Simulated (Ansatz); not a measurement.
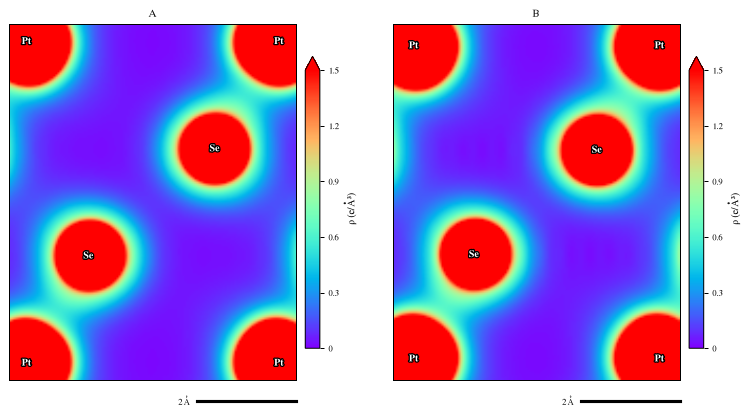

PtSe2. The valence electron density of two cells that differ in size, on the (110) plane of each (indices in the axes of the calculation cell), at one length scale and on one colour scale: A has 21.1 Å³ an atom and B 19.5.

Computed with Kohn-Sham DFT of a periodic cell, rPW86-PBE, Ansatz PAW (Ansatz 0.2.0).

What changes from the larger cell to the smaller?

Answer. From the larger cell to the smaller, Pt–Se goes from 2.53 to 2.46 Å, and the density at its midpoint from 0.56 to 0.63 e/Å³; the pressure goes from 9 to 22 GPa.
